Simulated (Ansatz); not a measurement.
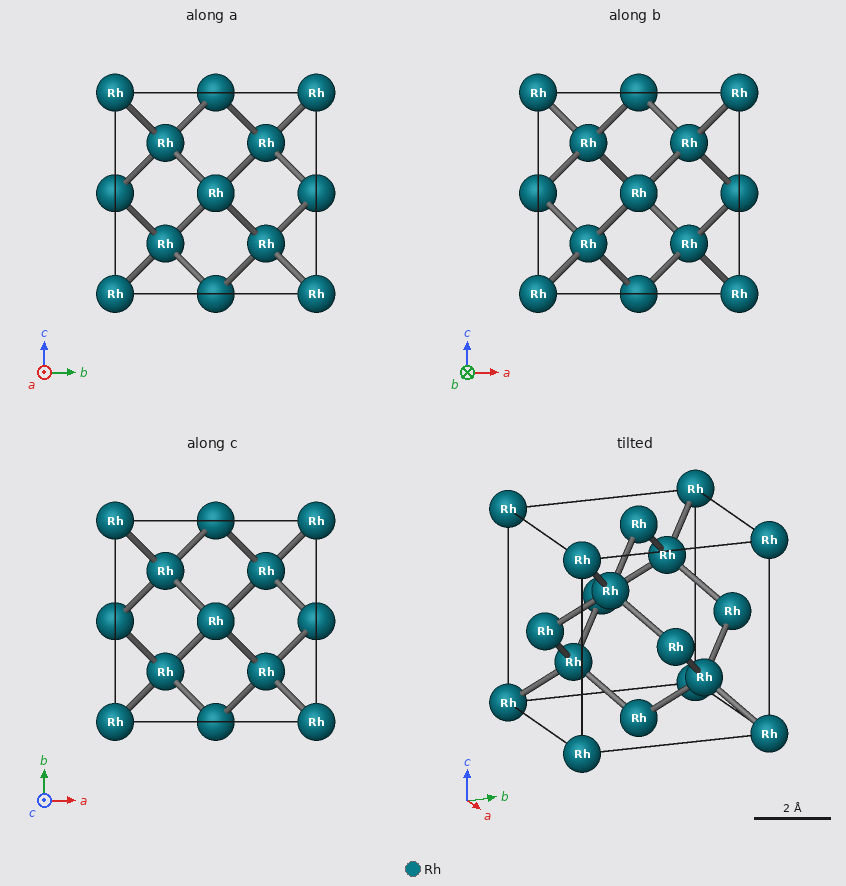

Drawn in the ball-and-stick manner and seen along the a axis, along the b axis, along the c axis and slightly off an axis. The wireframe shows the conventional unit cell.

Lattice parameters: a = 5.315 Å, b = 5.315 Å, c = 5.315 Å, α = 90.00°, β = 90.00°, γ = 90.00°.

Q: Give the structure in the form of a table of Wyckoff sites.

A: Space group Fd-3m:1 (No. 227).
```
atom  site       x       y       z
  Rh    8a  0.2500  0.7500  0.7500
```

Starting structure: a structure type filled with this element by a generator (whether the element takes this form wasn't checked). Earlier steps of the study may have refined or changed the cell and positions. It was run through Ansatz as a DFT input.

At this level of theory the cell isn't at rest (compressed, at 15 GPa), so its distances can differ from those at equilibrium, the more so the softer the solid.
